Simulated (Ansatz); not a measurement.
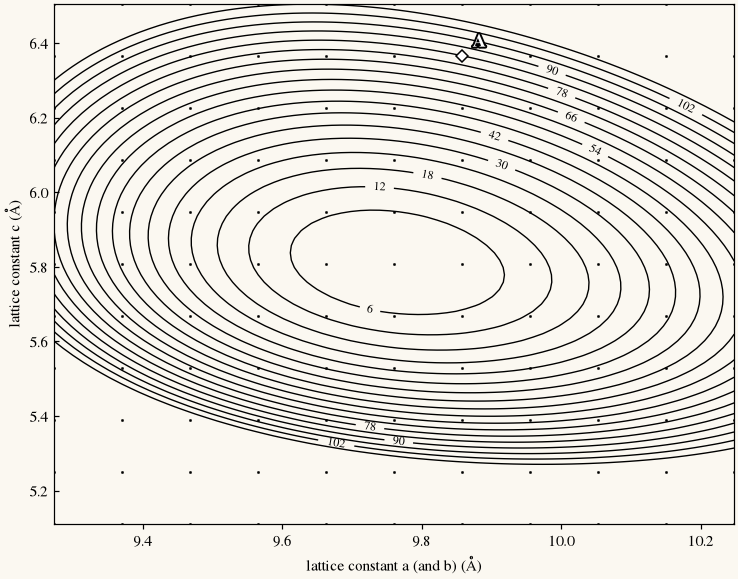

Ge (R-3, No. 148; 8 atoms in the cell). The energy is mapped over the lattice constants a and c of the conventional cell. The first coordinate is: lattice constant a (and b); the second: lattice constant c. Nothing is relaxed (fractional coordinates fixed). The grid has 11 × 11 points. Points are written as (first, second). Energies are in meV/atom, from the lowest grid point. Computed with DFT LDA, scalar-relativistic, plane waves, PAW (Ansatz 0.2.0). Settings: cutoff 420 eV, k-mesh 9×9×9, gaussian smearing 0.15 eV, no spin polarisation.

In the figure: contour lines labelled in meV/atom (none above 108), dots at the grid points, the point A. Between grid points the surface is interpolated.

**Is A at rest? If not, where is it pushed?**

A, at (9.858 Å, 6.366 Å), is not a stationary point. The computed force is 96.3 meV/atom for each Å towards smaller values of lattice constant a (and b) and 240 meV/atom for each Å towards smaller values of lattice constant c.

PAW datasets: the set soft_1.
